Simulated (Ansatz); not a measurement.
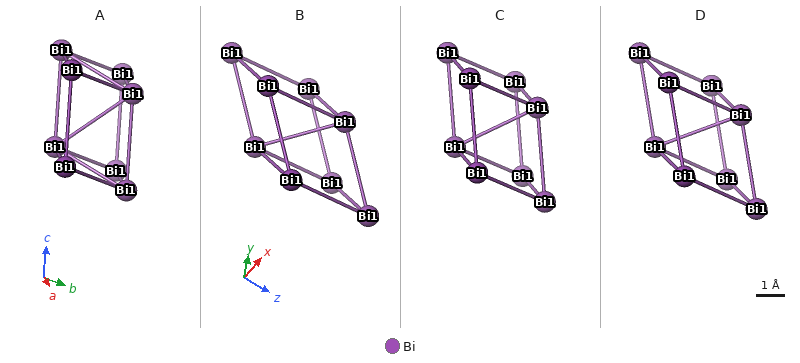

A scan of solid Bi (Im-3m): the ratio of the cell's length along z to its lengths across, counted as 1 for the reference, is changed at fixed volume (a tetragonal or Bain path), with the atoms kept at their fractional coordinates. x, y and z are the Cartesian axes of the input. A ball-and-stick model of the cell of the calculation, seen slightly off an axis.

Theory: DFT PBEsol, scalar-relativistic, plane waves, PAW (Ansatz). Settings: plane-wave cutoff 420 eV; k-point mesh 18 × 18 × 18; occupations gaussian; smearing width 0.15 eV; no spin polarisation. Energies (free energies at the smearing named) are counted from the cell as listed in its source, which wasn't relaxed.

### Order these geometries by energy, lowest first.

Lowest first: C (the relative ratio 1.00, 0.0 meV/atom), D (the relative ratio 1.20, 27.0 meV/atom), B (the relative ratio 1.414, 53.1 meV/atom), A (the relative ratio 0.707, 82.4 meV/atom). Over the whole scan: of the computed points the lowest is at the relative ratio 1.00, 0.0 meV/atom. At the ends of the scan the energy is 82.4 meV/atom (0.707) and 53.1 meV/atom (1.414). The unrelaxed reference is under a pressure of −1.9 GPa. The distortion takes the space group from Im-3m to I4/mmm. At the relative ratio 1.414 the cell of the drawing goes a 3.432 → 3.530 Å, b 3.432 → 3.530 Å, c 3.432 → 3.530 Å, α 109.5° → 120.0°, β 109.5° → 120.0°, γ 109.5° → 90.0°.
